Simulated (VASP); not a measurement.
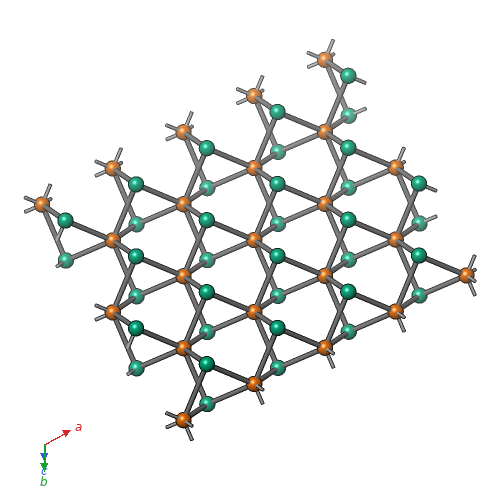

A cut-out of a periodic net derived from a crystal structure. Nodes are coloured by topological kind. One layer is drawn. Edges to nodes outside the piece are drawn as stubs.

### Describe the net.

A binodal (3,6)-connected, two-periodic (layers) net. It is the net of the trigonal-prismatic layers of 2H-MoS2.

### Give point symbol and coordination sequence of each kind of node.

3-connected node: 4^3, sequence 3, 13, 9, 24, 15, 36; 6-connected node: 4^3.6^12, sequence 6, 6, 18, 12, 30, 18.

Where the net comes from. Te2Mo (space group P6_3/mmc, No. 194): coordinates from a relaxation with VASP Kohn-Sham DFT of a periodic cell, AM05, VASP PAW PBE potentials, recommended (VASP). Bonds are taken as Mo–Te below 3 Å. The graph is simplified in the usual way: terminal and isolated atoms are pruned, two-connected atoms become edges. Te is a 3-connected node; Mo is a 6-connected node, in the ratio 2:1.
